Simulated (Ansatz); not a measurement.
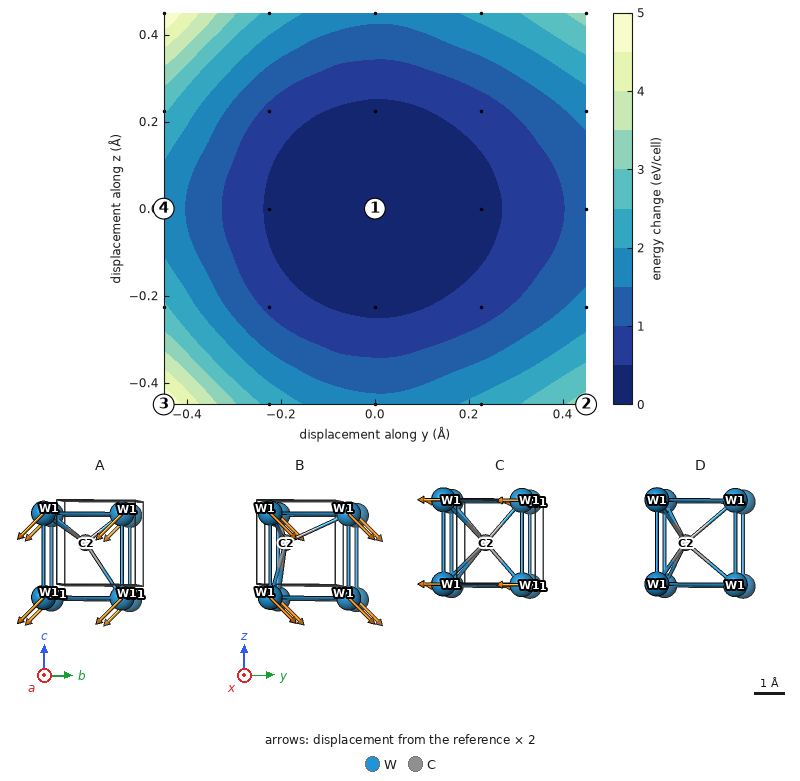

Crystalline WC (P-6m2): W1 (one in each cell of 2 atoms) is moved over the plane of the Cartesian directions y and z, all else fixed. The map is interpolated between the computed points (dots). The frames are shuffled; each belongs to one numbered point. The picture is a ball-and-stick view of the cell of the calculation, seen nearly along the normal of the scanned plane. Orange arrows: displacements from the reference.

All numbers below come from Ansatz, DFT PBEsol, scalar-relativistic, plane waves, PAW. (plane-wave cutoff 420 eV; k-point mesh 18 × 18 × 16; occupations gaussian; smearing width 0.15 eV; no spin polarisation). Energies (free energies at the smearing named) are counted from the cell as listed in its source, which wasn't relaxed.

Q: Which frame belongs to which numbered point?

A: Point 1 is frame D, at (0.000, 0.000) and 0.00 eV/cell; 2 is frame B, at (0.450, −0.450) and 3.21 eV/cell; 3 is frame A, at (−0.450, −0.450) and 4.95 eV/cell; 4 is frame C, at (−0.450, 0.000) and 1.78 eV/cell. In pairs of (displacement along y (Å); displacement along z (Å)): the lowest computed point lies at (0.000, 0.000) (0.00 eV/cell), the highest at (−0.450, −0.450), (−0.450, 0.450) (4.95 eV/cell).  Over the ranges scanned the energy rises by about as much along both axes.
